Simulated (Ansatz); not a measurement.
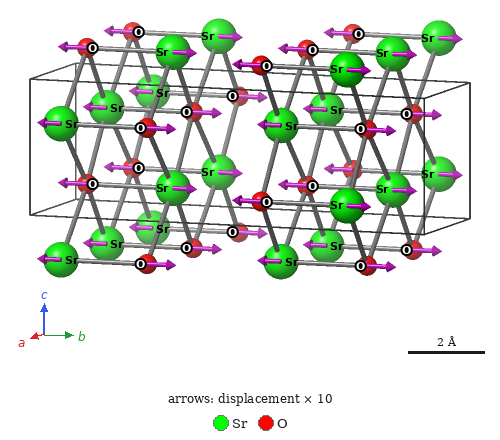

This is a relaxation of solid SrO (built on the TlCl-63 type type). The starting structure is drawn; purple arrows show the displacements (the part carried along by the change of the cell is left out), magnified 10 times.

The picture is a ball-and-stick view of the conventional cell (2 times the calculation's cell), seen slightly off an axis. Lengths and directions refer to the drawn axes.

The calculation used DFT, r2SCAN+rVV10, plane waves, PAW (Ansatz). (plane-wave cutoff 500 eV; k-point mesh 8 × 8 × 6; occupations fermi dirac; smearing width 0.03 eV; no spin polarisation; cell and atoms relaxed; force threshold 0.01 eV/Å; at most 120 steps)

### What did the optimiser do to the structure, and how much energy did it gain?

The largest moves relative to the cell, 0.084 Å, are those of O atoms. Largest moves by element: O 0.084 Å, Sr 0.069 Å. Cell: a 3.447 → 3.407 Å (−1.1 %), b 11.194 → 10.605 Å (−5.3 %), c 3.647 → 3.733 Å (+2.4 %). Volume −4.1 %. Near-neighbour distances that change, for instance: Sr–Sr 3.565 → 3.335 Å, Sr–Sr 3.447 → 3.407 Å, O–Sr 2.443 → 2.467 Å, O–Sr 2.510 → 2.528 Å. Among the angles between lasting bonds that change: O–Sr–O 93.2° → 95.2°, Sr–O–Sr 93.2° → 95.2°. The space group stays Cmcm (No. 63). The energy falls by 5.9 meV per atom in 5 accepted moves (7 points after the start). The largest force component goes from 0.18 to 0.00049 eV/Å. The pressure goes from 0.92 to 0.01 GPa. The line search rejected the trial step at point 1 of the run. At 1 point the geometry stayed and the basis and grid were re-selected for the new cell (energy shift of 0.2 meV per atom at most each time). Cost: 87 s on 2 threads of Arm Neoverse V2, with other jobs on the host, peak memory 0.78 GiB.
